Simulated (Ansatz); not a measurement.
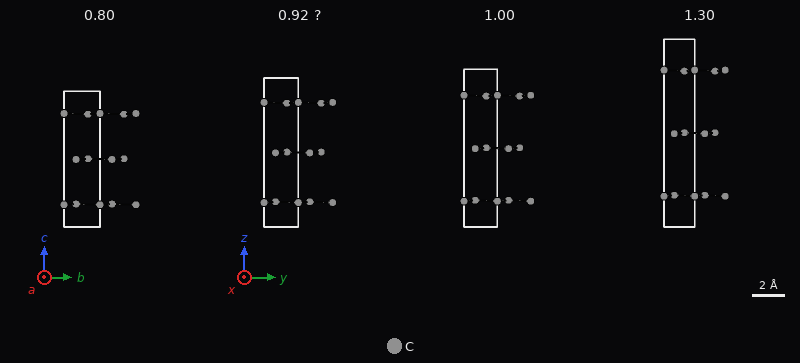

Energy scan for crystalline C (R-3m), in which the ratio of the cell's length along z to its lengths across, counted as 1 for the reference, is changed at fixed volume (a c/a path), with the atoms kept at their fractional coordinates. x, y and z are the Cartesian axes of the input. A ball-and-stick model of the conventional cell (3 times the calculation's cell), repeated 2 × 2 × 1 with one cell outlined, seen along the a axis. Lengths and directions refer to the drawn axes.

Theory: DFT PBEsol, scalar-relativistic, plane waves, PAW in Ansatz. Set-up: plane-wave cutoff 420 eV; k-point mesh 15 × 15 × 15; occupations gaussian; smearing width 0.05 eV; no spin polarisation. Energies (free energies at the smearing named) are counted from the cell as listed in its source, which wasn't relaxed.

| axial ratio over its reference value | energy change (meV/atom) |
| --- | --- |
| 0.80 | 371 |
| 0.85 | 200 |
| 0.92 | ? |
| 0.96 | 13 |
| 1.00 | 0 |
| 1.05 | 21 |
| 1.10 | 78 |
| 1.20 | 292 |
| 1.30 | 623 |

### One row is withheld. What is its energy?

A straight line between the two neighbours gives 81 meV/atom. A cubic through the four nearest rows (0.80, 0.85, 0.96, 1.00) gives, with Lagrange weights, (−0.1400)(371) + (0.4655)(200) + (0.9545)(13) + (−0.2800)(0) = 54 meV/atom. The calculation gives 53 meV/atom, so the cubic is 1 meV/atom too high and the straight line 28 meV/atom too high, as the curve bends upwards here.

The whole profile:

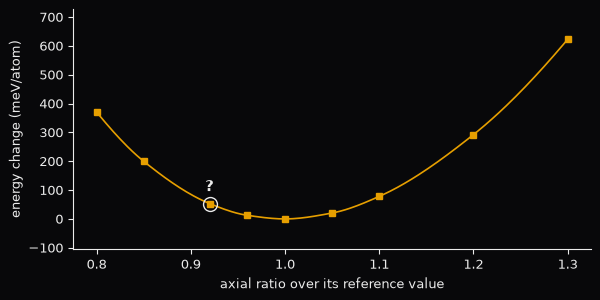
